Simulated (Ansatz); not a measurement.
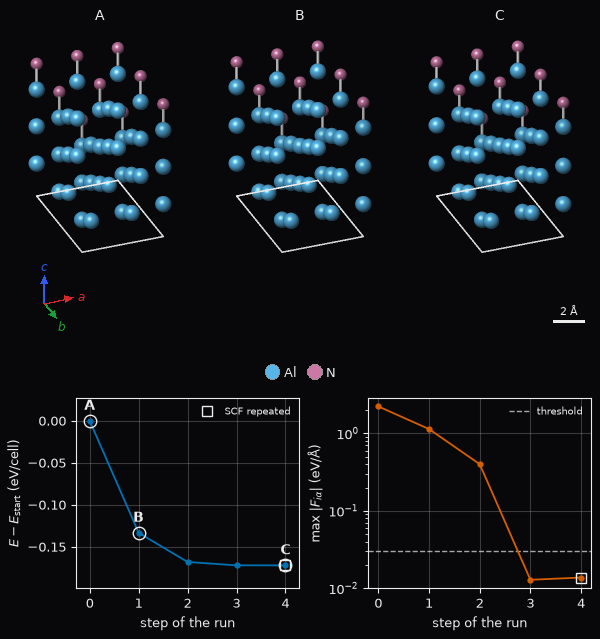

Frames of a constrained relaxation of a slab of composition Al6N (cut from the Fm-3m phase), marked on the history of the run. The picture is a ball-and-stick view of the 2 × 2 repeat of the cell, outlined in the plane, without the vacuum, seen from a free direction.

Case: N put at a top Al site. The slab is the (1 1 0) face of Al with N on it. 3 atoms are held fixed.

Method: DFT PBEsol, scalar-relativistic, plane waves, PAW in Ansatz.

The input:
```yaml
crystal:
  lattice:
    - [2.8394270062, 0.0, 0.0]
    - [0.0, 4.0155561815, 0.0]
    - [0.0, 0.0, 26.0985675155]
  atoms:
    - { symbol: Al, position: [0.5, 0.5, 0.3256883733] }
    - { symbol: Al, position: [0.0, 0.0, 0.3800865123] }
    - { symbol: Al, position: [0.5, 0.5, 0.4344846513] }
    - { symbol: Al, position: [0.0, 0.0, 0.4863154555] }
    - { symbol: Al, position: [0.5, 0.5, 0.5431153486] }
    - { symbol: Al, position: [0.0, 0.0, 0.5914115929] }
    - { symbol: "N", position: [0.0, 0.0, 0.664978849] }
basis:
  ecutwfc: 420
kpoints:
  mp_grid: { grid: [10, 7, 1] }
hamiltonian:
  xc: pbesol
scf:
  occupations: { method: gaussian, width: 0.1 }
output:
  forces: true
  eigenvalues: true
  write_density: true
  write_potential: true
  elf: true
  volumetric_format: npy
relax:
  adjacent_minimum: "off"
  f_tol: 0.03
  max_steps: 70
  constraints: [{ sites: [0, 1, 2] }]
efield:
  axis: 3
  dipole_correction: true
  ramp_width: 0.04
```

Command:
```bash
ansatz run input.yaml --threads 1 --pin off --max-ram 2560MiB --backend cpu --events-out ev --progress --plain --runs-dir out
```

Describe the path.

Answer. The energy falls by 0.172 eV per cell of the calculation in 3 accepted moves (4 points after the start). Largest force component: 2.2 eV/Å at the start, 0.014 eV/Å at the end. 1 step only repeated the SCF at the same geometry. The largest move is that of Al6, 0.24 Å along the normal (+c). By element the largest moves are Al 0.24 Å, N 0.11 Å. The lattice vectors keep their values. Among the contacts that change: Al6–N7 1.920 → 1.792 Å. Cost: 38 s on 1 thread of Intel(R) Xeon(R) 6975P-C (Granite Rapids), with other jobs on the host, peak memory 0.54 GiB. From step 0 to 1: Al6 moves most (0.18 Å), energy −0.133 eV per cell of the calculation. From step 1 to 4: Al6 moves most (0.05 Å), energy −38.7 meV per cell of the calculation.

Limits of the set-up: the cell has an odd number of electrons but was run without spin polarisation; the periodic images lie only 2.8 Å apart, so the values are limited by the cell's size.
